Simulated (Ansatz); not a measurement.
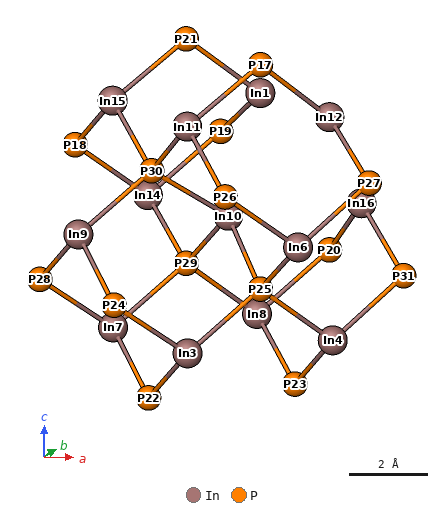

A defect cell of composition In₁₆P₁₅ (cell charge −1), before the relaxation. A ball-and-stick model of the atoms within 5.8 Å of the atom that moves most (axes of the conventional cell (2 times the calculation's cell)), seen slightly off an axis. Lengths and directions refer to the drawn axes.

Case: P vacancy (site d), charge -1, atoms relaxed at the host's cell.

Method: DFT PBE, scalar-relativistic, plane waves, PAW in Ansatz.

Input
```yaml
crystal:
  lattice:
    - [-5.9597880289, 5.9597880289, 5.9597880289]
    - [5.9597880289, -5.9597880289, 5.9597880289]
    - [5.9597880289, 5.9597880289, -5.9597880289]
  atoms:
    - { symbol: In, position: [0.4801200685, 0.5, 0.0] }
    - { symbol: In, position: [0.4983673366, 0.7483673366, 0.7476956244] }
    - { symbol: In, position: [0.5023043756, 0.0006717122, 0.5006717122] }
    - { symbol: In, position: [0.7493282878, 0.2516326634, 0.0] }
    - { symbol: In, position: [0.4983673366, 0.2476956244, 0.2483673366] }
    - { symbol: In, position: [0.7493282878, 0.5, 0.7516326634] }
    - { symbol: In, position: [0.7506717122, 0.7523043756, 0.5006717122] }
    - { symbol: In, position: [0.0016326634, -0.0006717122, 0.0] }
    - { symbol: In, position: [0.7506717122, 0.0006717122, 0.2523043756] }
    - { symbol: In, position: [0.0198799315, 0.2698799315, 0.7698799315] }
    - { symbol: In, position: [0.0016326634, 0.5, 0.4993282878] }
    - { symbol: In, position: [0.25, 0.7301200685, 0.0] }
    - { symbol: In, position: [-0.0023043756, 0.7483673366, 0.2483673366] }
    - { symbol: In, position: [0.25, -0.0006717122, 0.7516326634] }
    - { symbol: In, position: [0.25, 0.2516326634, 0.4993282878] }
    - { symbol: In, position: [0.25, 0.5, 0.2301200685] }
    - { symbol: P, position: [0.25, 0.7475202495, 0.7528484388] }
    - { symbol: P, position: [0.25, 0.0, 0.5] }
    - { symbol: P, position: [0.4975202495, 0.2528484388, 0.0] }
    - { symbol: P, position: [0.25, 0.2528484388, 0.2475202495] }
    - { symbol: P, position: [0.4975202495, 0.5, 0.7528484388] }
    - { symbol: P, position: [0.4971515612, 0.7471515612, 0.4946718107] }
    - { symbol: P, position: [0.75, 0.0, 0.0] }
    - { symbol: P, position: [0.4971515612, -0.0053281893, 0.2471515612] }
    - { symbol: P, position: [0.7553281893, 0.2524797505, 0.7524797505] }
    - { symbol: P, position: [0.75, 0.5, 0.5] }
    - { symbol: P, position: [0.0028484388, 0.7475202495, 0.0] }
    - { symbol: P, position: [0.7446718107, 0.7471515612, 0.2471515612] }
    - { symbol: P, position: [0.0024797505, 0.0053281893, 0.7524797505] }
    - { symbol: P, position: [0.0024797505, 0.2524797505, 0.5053281893] }
    - { symbol: P, position: [0.0028484388, 0.5, 0.2475202495] }
  host:
    lattice:
      - [0.0, 2.9798940145, 2.9798940145]
      - [2.9798940145, 0.0, 2.9798940145]
      - [2.9798940145, 2.9798940145, 0.0]
    atoms:
      - { symbol: In, position: [0.0, 0.0, 0.0] }
      - { symbol: P, position: [0.25, 0.25, 0.25] }
total_charge: -1
basis:
  ecutwfc: 420
  xc_grid: 2
kpoints:
  mp_grid: { grid: [2, 2, 2], shift: [0.5, 0.5, 0.5] }
hamiltonian:
  xc: pbe
scf:
  occupations: { method: gaussian, width: 0.02 }
output:
  forces: true
  stress: false
  eigenvalues: true
  charged_corrections:
    defect_position: [0.25, 0.5, 0.0]
    epsilon: [[15.0794, 0.0, 0.0], [0.0, 15.0794, 0.0], [0.0, 0.0, 15.0794]]
  write_density: true
  write_potential: true
  elf: true
  volumetric_format: npy
relax:
  adjacent_minimum: "off"
  f_tol: 0.025
  max_steps: 45
```

Launched with:
```bash
ansatz run input.yaml --threads 4 --pin off --max-ram 6144MiB --backend cpu --events-out ev --progress --plain --runs-dir out
```

### What does the optimiser find from here?

After 2 accepted moves (3 points after the start) the energy has fallen by 88.5 meV per cell of the calculation. Largest force component: 0.22 eV/Å at the start, 0.02 eV/Å at the end. 1 step only repeated the SCF at the same geometry. The largest moves, 0.11 Å, are those of In1, In10, In12 and In16. In10 goes along [1 1 1]. By element the largest moves are In 0.11 Å, P 0.01 Å. The cell doesn't change. Near-neighbour distances that change, for instance: In10–P25 2.617 → 2.650 Å, In11–P26 2.600 → 2.606 Å, In11–P17 2.579 → 2.583 Å. Bond angles that change, for instance: P25–In10–P29 105.5° → 102.9°, In7–P29–In10 113.4° → 115.8°. The run took 88 s on 4 threads of Arm Neoverse V1 (shared host), peak memory 1.7 GiB.

History of the run:

| step | E − E(0), meV/atom | largest force component, eV/Å | note |
| --- | --- | --- | --- |
| 0 | 0.00 | 0.2220 |  |
| 1 | -1.45 | 0.1449 |  |
| 2 | -2.86 | 0.0204 |  |
| 3 | -2.86 | 0.0204 | same geometry, SCF repeated |

The end point in the same view:

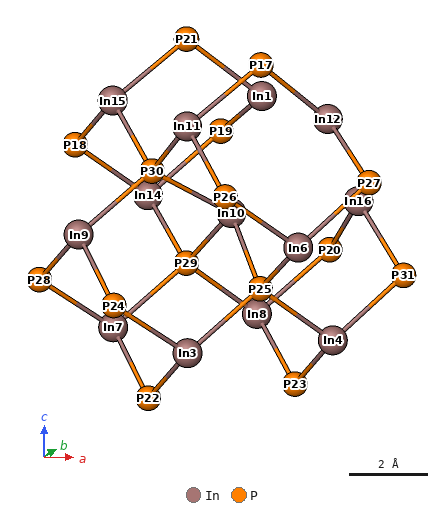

Limits of the set-up: the cell is charged, on a uniform background, and energies carry no finite-size correction.
